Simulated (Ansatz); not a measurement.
The calculation's input:

```
crystal:
  lattice:
    - [3.1532613985, 0.0, 0.0]
    - [-1.5766306992, 2.7308044759, 0.0]
    - [0.0, 0.0, 68.2319799035]
  atoms:
    - { symbol: S, position: [0.0, 0.0, 0.3449901133] }
    - { symbol: Mo, position: [0.6666666667, 0.3333333333, 0.3679533014] }
    - { symbol: S, position: [0.0, 0.0, 0.3908866504] }
    - { symbol: S, position: [0.6666666667, 0.3333333333, 0.4331088779] }
    - { symbol: Mo, position: [0.3333333333, 0.6666666667, 0.4560098816] }
    - { symbol: S, position: [0.6666666667, 0.3333333333, 0.4789419894] }
    - { symbol: S, position: [0.3333333333, 0.6666666667, 0.5210579835] }
    - { symbol: Mo, position: [0.0, 0.0, 0.5439577413] }
    - { symbol: S, position: [0.3333333333, 0.6666666667, 0.5668910122] }
    - { symbol: S, position: [0.0, 0.0, 0.6091164656] }
    - { symbol: Mo, position: [0.6666666667, 0.3333333333, 0.6320319175] }
    - { symbol: S, position: [0.0, 0.0, 0.6550086799] }
  periodic: [true, true, false]
basis:
  ecutwfc: 500
kpoints:
  mp_grid: { grid: [12, 12, 1] }
  band_path:
    path:
      - [0.0, 0.0, 0.0]
      - [0.05, 0.0, 0.0]
      - [0.1, 0.0, 0.0]
      - [0.15, 0.0, 0.0]
      - [0.2, 0.0, 0.0]
      - [0.25, 0.0, 0.0]
      - [0.3, 0.0, 0.0]
      - [0.35, 0.0, 0.0]
      - [0.4, 0.0, 0.0]
      - [0.45, 0.0, 0.0]
      - [0.5, 0.0, 0.0]
      - [0.4833333333, 0.0333333333, 0.0]
      - [0.4666666667, 0.0666666667, 0.0]
      - [0.45, 0.1, 0.0]
      - [0.4333333333, 0.1333333333, 0.0]
      - [0.4166666667, 0.1666666667, 0.0]
      - [0.4, 0.2, 0.0]
      - [0.3833333333, 0.2333333333, 0.0]
      - [0.3666666667, 0.2666666667, 0.0]
      - [0.35, 0.3, 0.0]
      - [0.3333333333, 0.3333333333, 0.0]
      - [0.3, 0.3, 0.0]
      - [0.2666666667, 0.2666666667, 0.0]
      - [0.2333333333, 0.2333333333, 0.0]
      - [0.2, 0.2, 0.0]
      - [0.1666666667, 0.1666666667, 0.0]
      - [0.1333333333, 0.1333333333, 0.0]
      - [0.1, 0.1, 0.0]
      - [0.0666666667, 0.0666666667, 0.0]
      - [0.0333333333, 0.0333333333, 0.0]
      - [0.182292, 0.179687, 0.0]
    npoints: 1
hamiltonian:
  xc: r2scan
scf:
  occupations: { method: gaussian, width: 0.02 }
  n_extra_bands: 6
output:
  forces: true
  stress: true
  eigenvalues: true
  write_density: true
  write_potential: true
  elf: true
  volumetric_format: npy
```

Command:

```sh
ansatz run input.yaml --threads 4 --pin off --max-ram 10240MiB --backend cpu --events-out ev --progress --plain --runs-dir out
```

Computed without spin polarisation.

Method: DFT r2SCAN, scalar-relativistic, plane waves, PAW in Ansatz 0.2.0.

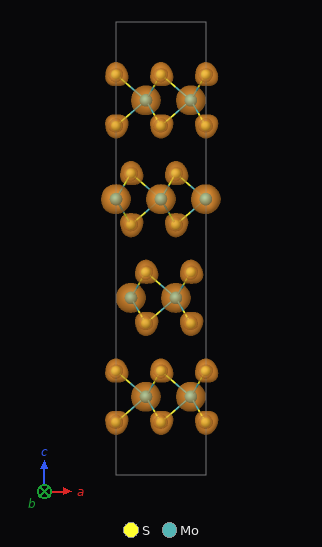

MoS₂ (slab). Isosurface of the valence electron density at 1 e/Å³ (orange), seen along the b axis. Sticks mark near contacts.

### What does this surface tell about the bonding?

At this value the density breaks into separate islands; it holds about 45 % of the electrons treated as valence (semicore included). It bridges none of the near contacts. It is pinched off along the shortest Mo–S (2.40 Å) contacts. On the grid the lowest density along these lines, outside the cores, is 0.62 e/Å³ (Mo–S, 2.40 Å).
